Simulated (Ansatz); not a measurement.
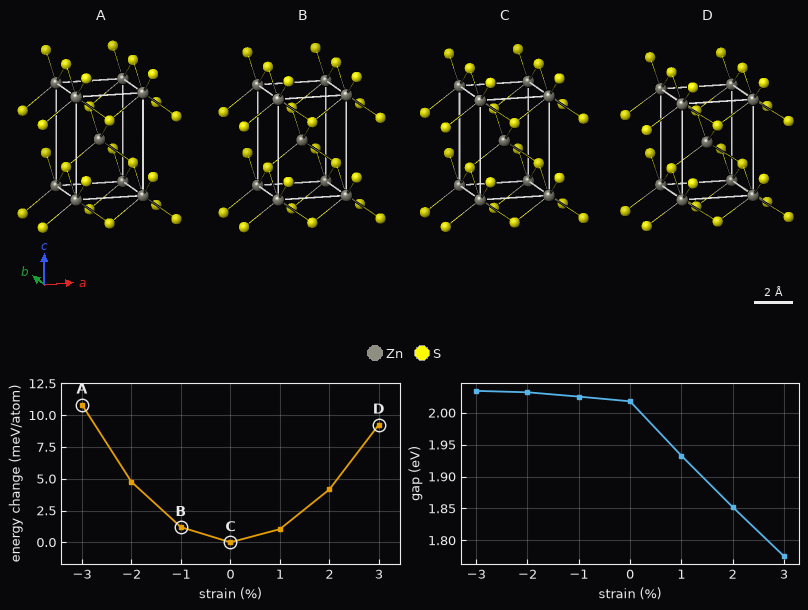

Members of a series of calculations on solid ZnS (set up in F-43m), marked on the first curve. A ball-and-stick model of the cell of the calculation, seen slightly off an axis.

All numbers below come from Ansatz, DFT PBE, scalar-relativistic, plane waves, PAW. (plane-wave cutoff 420 eV; k-point mesh 8 × 8 × 6; occupations gaussian; smearing width 0.02 eV; no spin polarisation)

**Which kind of strain is it, and how does the structure respond?**

Biaxial strain in the a–b plane, c and atoms relaxed. A (strain −3.0 %): energy change 10.8 meV/atom, volume 19.61 Å³ per atom, gap 2.03 eV. B (strain −1.0 %): energy change 1.2 meV/atom, volume 19.98 Å³ per atom, gap 2.03 eV. C (strain 0.0 %): energy change 0.0 meV/atom, volume 20.15 Å³ per atom, gap 2.02 eV. D (strain 3.0 %): energy change 9.3 meV/atom, volume 20.63 Å³ per atom, gap 1.78 eV. The rest compares A with D. The volume changes by +5.2 %, with a = b 3.733 → 3.964 Å (+6.2 %), c 5.630 → 5.252 Å (−6.7 %). Among the bonded contacts that change: S–Zn 2.338 → 2.377 Å.
